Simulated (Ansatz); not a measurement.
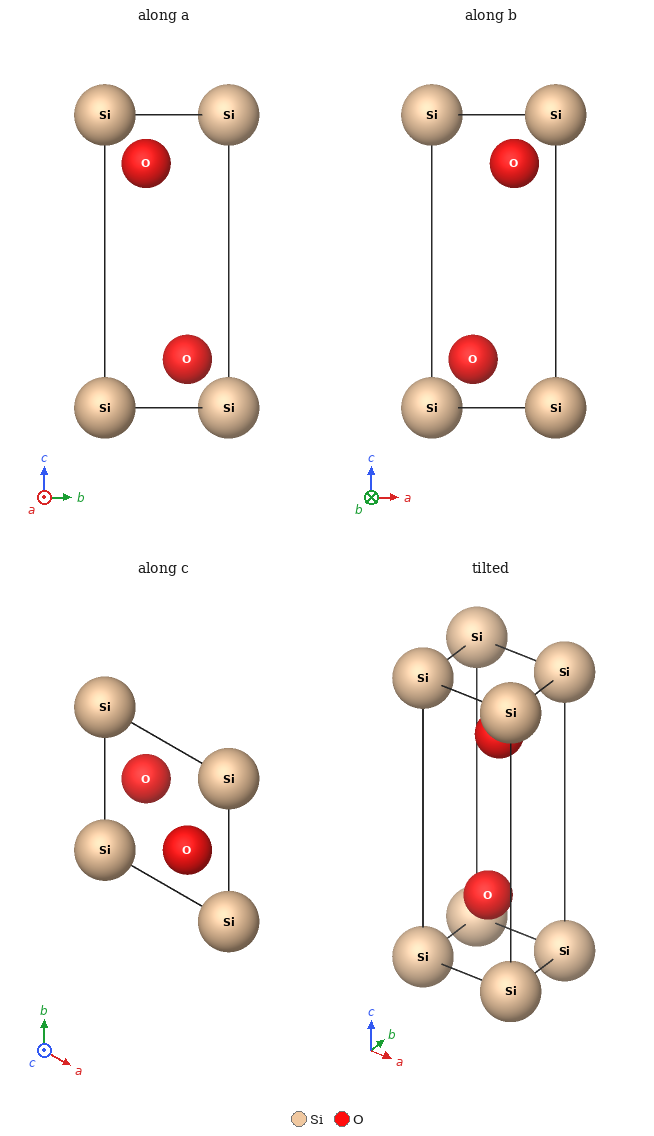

Spheres-only representation of a periodic structure, projected along the a axis, along the b axis, along the c axis and slightly off an axis. One conventional unit cell is framed, with atoms on its boundary repeated.

Lattice parameters: a = 2.6984 Å, b = 2.6984 Å, c = 5.5306 Å, α = 90.000°, β = 90.000°, γ = 120.000°.

> Write down what is shown as a CIF in P1 with every atom of the cell, with free fractional coordinates to two decimals.

```cif
data_structure
_symmetry_space_group_name_H-M 'P 1'
_symmetry_Int_Tables_number 1
_cell_length_a 2.6984
_cell_length_b 2.6984
_cell_length_c 5.5306
_cell_angle_alpha 90.000
_cell_angle_beta 90.000
_cell_angle_gamma 120.000
_cell_volume 34.88
loop_
_atom_site_label
_atom_site_type_symbol
_atom_site_fract_x
_atom_site_fract_y
_atom_site_fract_z
_atom_site_occupancy
Si1 Si 0.00 0.00 0.00 1
O1 O 0.3333 0.6667 0.17 1
O2 O 0.6667 0.3333 0.83 1
```

Starting structure: a structure type filled with these elements by a generator (whether the compound takes this form wasn't checked). Earlier steps of the study may have refined or changed the cell and positions. An electronic-structure calculation with Ansatz was run on it.
